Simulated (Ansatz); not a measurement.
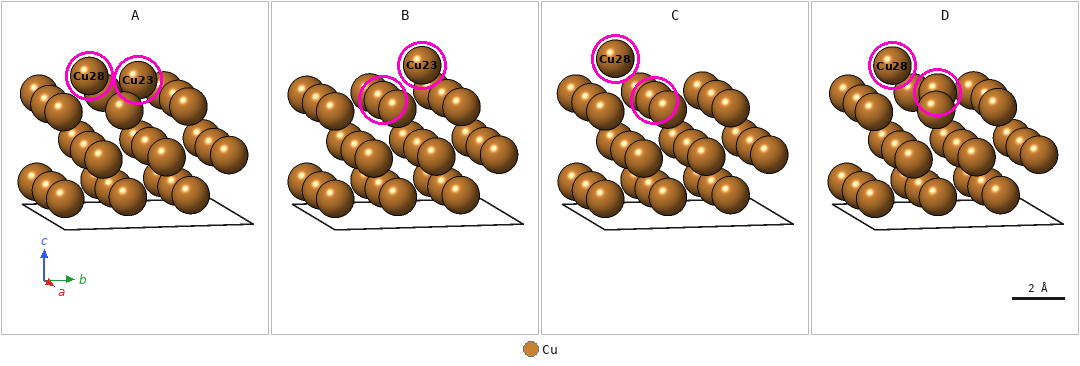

4 geometries from a converged minimum-energy path of Cu on Cu(100) (28 atoms in the cell), shuffled. The picture is a spheres-only view of the simulation cell, with the vacuum cut short (origin moved), seen slightly off an axis. The atoms that move most are ringed.

Computed with Ansatz, DFT LDA, scalar-relativistic, plane waves, PAW. Set-up: plane-wave cutoff 420 eV; k-point mesh 3 × 3 × 1; Gaussian smearing 0.1 eV; 9 atoms held fixed; 3 movable images; climbing image; force threshold 0.04 eV/Å; iteration limit 72.

Q: Which frame is the top of the path?

A: A. In order along the path, whose images run from 0 to 4: C (image 0, 0.00 eV), D (image 1, +0.53 eV), A (image 2, +0.99 eV), B (image 4, 0.00 eV). A Cu atom travels furthest, 2.28 Å from end to end, on a path that bends up to 0.13 Å away from the straight line. It doesn't move alone: Cu (2.28 Å) moves with it.

Limits of the set-up: the periodic images lie only 7.5 Å apart, so the values are limited by the cell's size.

The run took roughly 90 core-minutes on a shared host.
